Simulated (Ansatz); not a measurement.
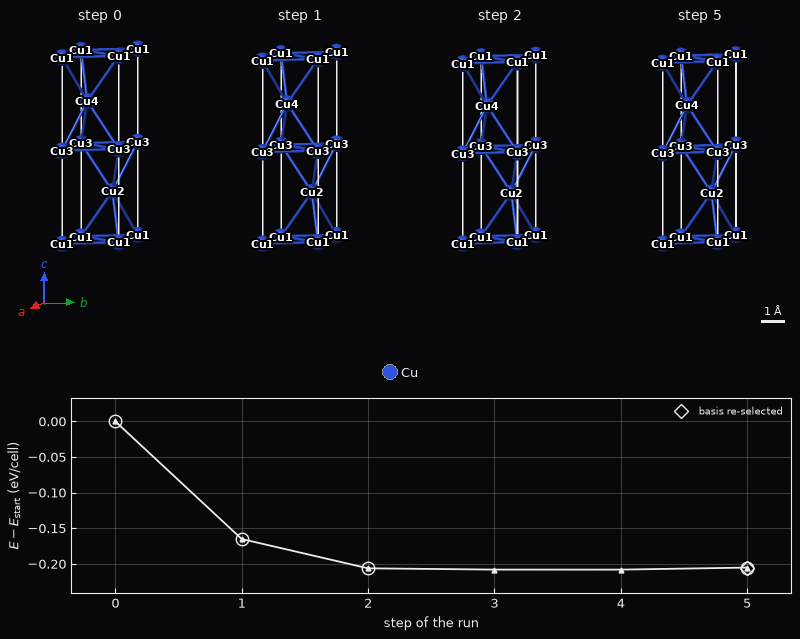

Frames of a relaxation of crystalline Cu (set up in P6_3/mmc), marked on the history of the run. Style: ball-and-stick. Shown: the cell of the calculation, slightly off an axis.

Case: relaxed again under DFT LDA, scalar-relativistic, plane waves, PAW.

All numbers below come from DFT LDA, scalar-relativistic, plane waves, PAW in Ansatz. (plane-wave cutoff 420 eV; k-point mesh 18 × 18 × 6; occupations gaussian; smearing width 0.1 eV; no spin polarisation; cell and atoms relaxed; force threshold 0.005 eV/Å; at most 50 steps)

**Describe the path.**

No atom moves by more than 0.005 Å relative to the cell. Cell: a = b 2.567 → 2.488 Å (−3.1 %), c 8.387 → 8.131 Å (−3.0 %). Volume −9.0 %. Near-neighbour distances that change, for instance: Cu1–Cu1 2.567 → 2.488 Å. The space group stays P6_3/mmc (No. 194). The energy falls by 0.205 eV per cell of the calculation in 4 accepted moves (5 points after the start). All forces vanish by symmetry, so only the cell relaxes. Pressure: −13.95 GPa at the start and 0.01 GPa at the end. At 1 point the geometry stayed and the basis and grid were re-selected for the new cell (energy shift of 2.9 meV per cell of the calculation at most each time). Cost: 100 s on 1 thread of Arm Neoverse V1, with other jobs on the host, peak memory 0.49 GiB. From step 0 to 1: volume −5.1 %, energy −0.165 eV per cell of the calculation. From step 1 to 2: volume −4.9 %, energy −41.2 meV per cell of the calculation. From step 2 to 5: volume +0.9 %, energy +1.0 meV per cell of the calculation.

```csv
step,"E − E(0), meV/atom","pressure, GPa","volume, Å³/atom",note
0,0.00,-13.95,11.965,
1,-41.25,-7.00,11.352,
2,-51.54,1.73,10.795,
3,-51.99,-0.14,10.901,
4,-52.00,0.00,10.893,
5,-51.28,0.01,10.893,"same geometry, new basis"
```
